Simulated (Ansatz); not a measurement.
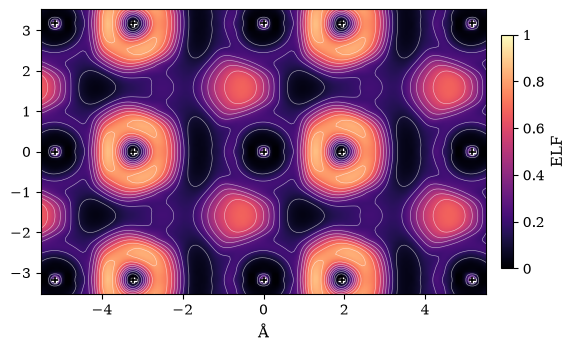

The ELF on a plane through atoms (crosses mark nuclei in the plane).

These are results of Ansatz 0.2.0, Kohn-Sham DFT of a periodic cell, PBE, Ansatz PAW, not measurements.

Candidates:
A. ZrS$_{2}$, a = 3.69 Å, b = 3.69 Å, c = 6.04 Å, α = 90.00°, β = 90.00°, γ = 120.00°. Space group P-3m1; a structure from a database of computed crystals, not necessarily the ambient phase.
B. GaN, a = 3.18 Å, b = 3.18 Å, c = 5.17 Å, α = 90.00°, β = 90.00°, γ = 120.00°. Space group P6₃mc; computed pressure about 7 GPa in this cell.
C. Pt, a = 3.17 Å, b = 3.17 Å, c = 3.17 Å, α = 90.00°, β = 90.00°, γ = 90.00°. Space group Im-3m; a structure from a database of computed crystals, not necessarily the ambient phase.

Which system is this?

Candidate B: GaN on the (11̄0) plane of the conventional cell, which holds Ga and N. Ga–N (1.94 Å): the ELF peaks at about 0.85 in the valence shell of N, 0.6 Å from its nucleus, and is about 0.50 at the midpoint.
